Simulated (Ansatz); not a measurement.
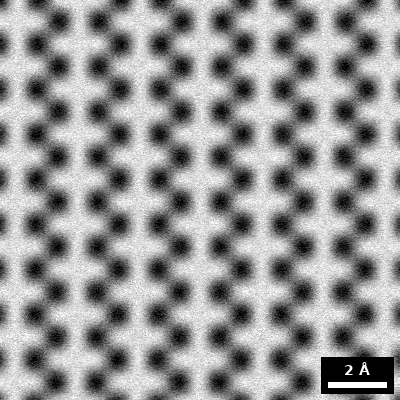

Phase-contrast TEM-like image of Ni (P6_3/mmc, No. 194) along [201]. Simulated in the weak-phase-object approximation with neutral-atom potentials: 200 kV, Cs = 20 µm, defocus −85 Å (negative is underfocus), defocus spread 12 Å, aperture 1.14 1/Å. Shot noise and a slight drift were added. Structure: coordinates from a relaxation with DFT, PBE, plane waves (420 eV) with PAW, scalar-relativistic (Ansatz 0.2.0); the starting structure was generated, so it need not be a known form of this composition.

Question: Do the atom columns appear dark or bright, and why?

Answer: Dark. With positive Cs and underfocus sin χ is negative over the pass band, so the strongest columns (Ni) come out darker than the background.

Question: What point resolution do these settings give, and which lattice spacings pass?

Answer: About 0.9 Å (0.66 |Cs|^(1/4) λ^(3/4) with λ = 0.0251 Å). The spacings that carry visible contrast are {100} at 2.15 Å, {102} at 1.48 Å, {200} at 1.08 Å, {112} at 1.06 Å.
